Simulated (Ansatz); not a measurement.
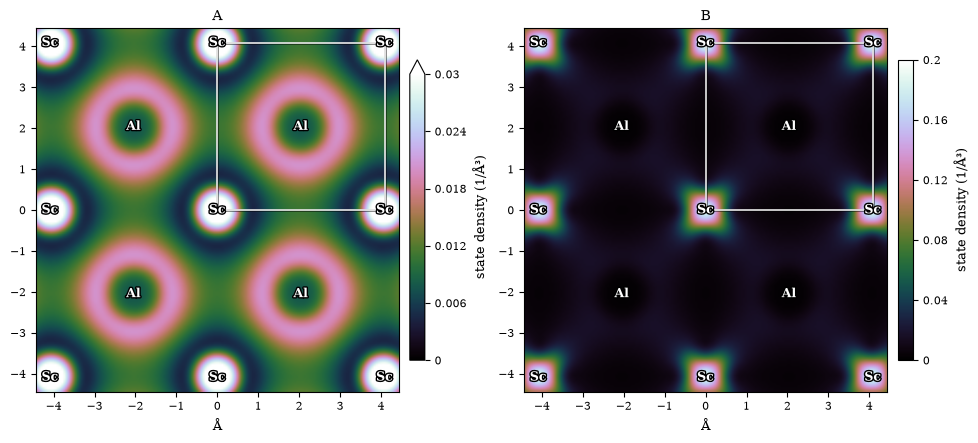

ScAl3: densities of the states in two energy windows, on the (010) plane of the conventional cell.

Space group Pm-3m. The cell comes from a database of computed structures, not from a measurement.

Level of theory: Ansatz 0.2.0, DFT PBE, scalar-relativistic, plane waves, PAW.

In a PAW calculation such maps are meaningful between the atoms, not at the nuclei.

> Match the panels to the energy ranges (zero at the Fermi level): −6.7 to −3.4 eV and −0.25 to +0.25 eV.

Panel A: −6.7 to −3.4 eV, the middle third of the occupied valence band, mainly Al 3p (50 %), Al 3s (35 %) and Sc 3d (10 %).
Panel B: −0.25 to +0.25 eV, the states at the Fermi level, mainly Sc 3d (45 %), Al 3p (40 %) and Al 3s (10 %).
The characters are Löwdin shares on a minimal set of atomic orbitals. At the bottom of an sp band the diffuse p orbitals of such a set take a share of s-like charge between the atoms, so the p share there is overstated.
